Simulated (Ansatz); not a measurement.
# Ge: what the fields show

```yaml
crystal:
  lattice:
    - [7.90050, 0.00000, 0.00000]
    - [-3.95025, 6.84203, 0.00000]
    - [0.00000, 0.00000, 5.51827]
  atoms:
    - { symbol: Ge, position: [0.29021, 0.00000, 0.00000] }
    - { symbol: Ge, position: [0.00000, 0.29021, 0.66667] }
    - { symbol: Ge, position: [0.70979, 0.70979, 0.33333] }
    - { symbol: Ge, position: [0.70979, 0.00000, 0.50000] }
    - { symbol: Ge, position: [0.00000, 0.70979, 0.16667] }
    - { symbol: Ge, position: [0.29021, 0.29021, 0.83333] }
    - { symbol: Ge, position: [0.40810, 0.81619, 0.75000] }
    - { symbol: Ge, position: [0.18381, 0.59190, 0.41667] }
    - { symbol: Ge, position: [0.40810, 0.59190, 0.08333] }
    - { symbol: Ge, position: [0.59190, 0.18381, 0.25000] }
    - { symbol: Ge, position: [0.81619, 0.40810, 0.91667] }
    - { symbol: Ge, position: [0.59190, 0.40810, 0.58333] }
```

Space group P6₅22; a structure generated by program, which may or may not match a known phase.

Theory: Ansatz, DFT PBE, scalar-relativistic, plane waves, PAW.

The density is the valence pseudo-density of a PAW calculation; it isn't the true density close to the nuclei.

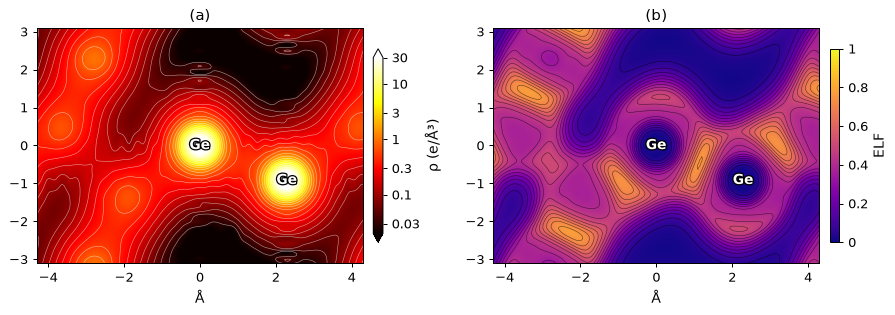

Figure 1. (a) valence pseudo-density; (b) electron localisation function on the (010) plane of the conventional cell.

Q: What do the fields say about this system?

A:
- Atoms in the plane: Ge.
- Atoms just off the plane (Ge, 0.7 Å away) can leave unmarked features too.
- Ge–Ge (2.47 Å): ρ is about 0.48 e/Å³ halfway; the ELF peaks at about 0.75 between the atoms (a covalent bond).
- Between the atoms the lowest density in this plane is 0.004 e/Å³.

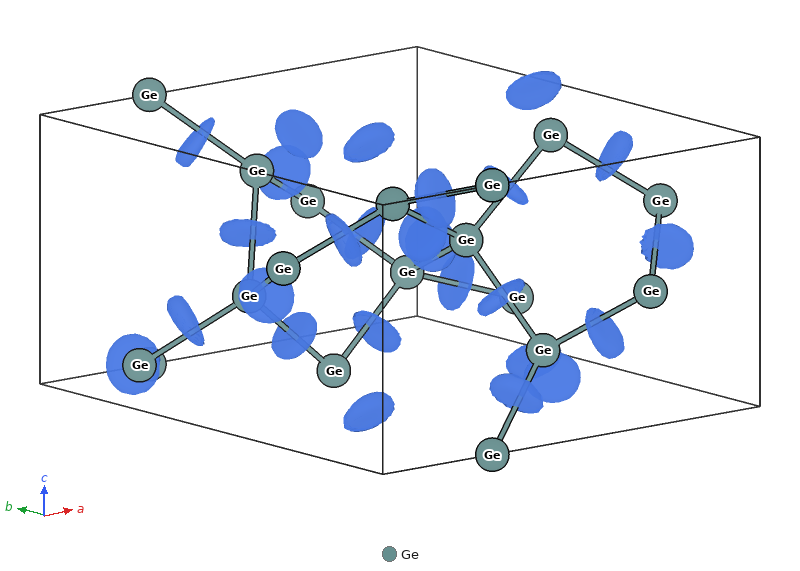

Figure 2. Isosurface of the electron localisation function at 0.7 (blue), seen at an oblique angle. Core shells and regions of very low density are left out. Sticks mark near contacts.

Q: Describe the localisation domains.

A: The ELF exceeds this value in twelve regions between bonded Ge–Ge atoms (shared pairs) and twelve pockets between the atoms, centred on no nucleus (multi-centre or interstitial), counted in one cell of 12 atoms. Any copies at cell faces, edges or corners count once.


 Ge–Ge (2.55 Å): the ELF peaks at about 0.75 between the atoms: a shared electron pair.

Q: Does the calculation give a band gap?

A: It is gapped, with a Kohn–Sham gap of 0.39 eV on the k-point mesh (the band edges may lie off the mesh, which would make the gap smaller).
